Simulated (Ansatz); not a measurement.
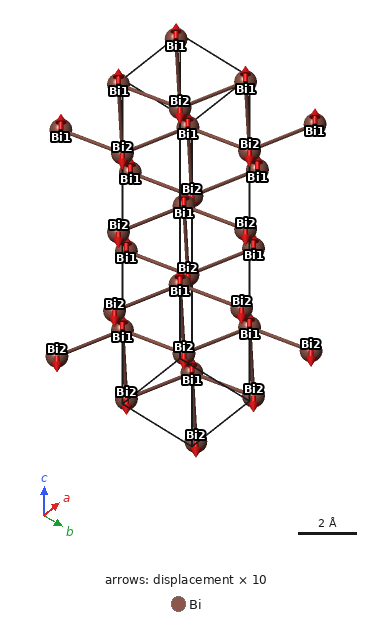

This is a relaxation of a crystal of Bi (built on the A7 type) (coarse preliminary run). The starting structure is drawn; red arrows show the displacements (the part carried along by the change of the cell is left out), 10 times their true length.

Style: ball-and-stick. Shown: the conventional cell (3 times the calculation's cell), from a free direction. Lengths and directions refer to the drawn axes.

All numbers below come from DFT PBE, scalar-relativistic, plane waves, PAW (Ansatz). Settings: plane-wave cutoff 420 eV; k-point mesh 6 × 6 × 6; occupations gaussian; smearing width 0.05 eV; no spin polarisation; cell and atoms relaxed; force threshold 0.03 eV/Å; at most 60 steps.

Question: What happened in the run?

Answer: Over 4 accepted moves (5 points after the start) the energy falls by 49.5 meV per atom. The largest force component goes from 0.89 to 0.0078 eV/Å. The pressure goes from 4.12 to 0.07 GPa. The SCF was repeated once at an unchanged geometry on a basis and grid sized afresh for the cell, which shifted the energy by 0.3 meV per atom at most. The largest moves relative to the cell, 0.062 Å, are those of Bi1 and Bi2. Bi1 goes along +c. The volume changes by +4.5 %, with a = b 4.450 → 4.579 Å (+2.9 %), c 12.379 → 12.217 Å (−1.3 %). Among the contacts that change: Bi1–Bi2 2.979 → 3.096 Å. The space group stays R-3m (No. 166).
